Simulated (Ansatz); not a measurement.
P (space group P6_3/mmc, No. 194). Coordinates: coordinates from a relaxation with DFT, revPBE, plane waves (420 eV) with PAW, scalar-relativistic in Ansatz; the starting structure was generated, so it need not be a known form of this composition.

```yaml
crystal:
  lattice:
    - [2.63754, 0.00000, 0.00000]
    - [-1.31877, 2.28418, 0.00000]
    - [0.00000, 0.00000, 9.88775]
  atoms:
    - { symbol: P, position: [0.00000, 0.00000, 0.00000] }
    - { symbol: P, position: [0.00000, 0.00000, 0.50000] }
    - { symbol: P, position: [0.33333, 0.66667, 0.25000] }
    - { symbol: P, position: [0.66667, 0.33333, 0.75000] }
```

Describe the stacking along c, naming the columns A, B, C as they first turn up.

P(A) – P(B) – P(A) – P(C) (four layers in 9.89 Å).

As equal spheres, ABAC: a mixed close packing, (ch) in Jagodzinski's notation.

Polytype symbol 4H, Ramsdell's symbol (number of layers in the repeat and lattice).

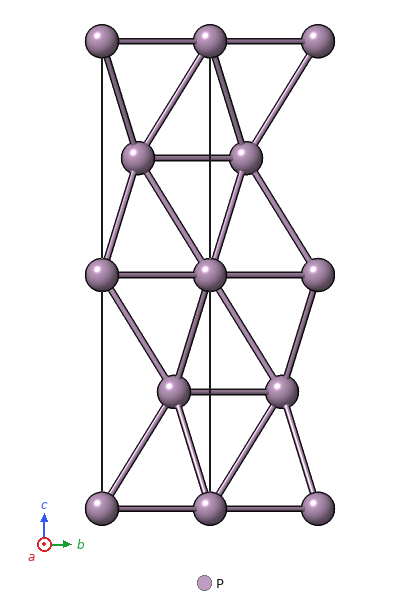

The picture looks along a close-packed row of the hexagonal mesh; c points upwards. Every atom sits on one of the three columns of the mesh; call them A, B, C in the order in which they first turn up. The sequence starts with the first layer at or above the cell's origin.
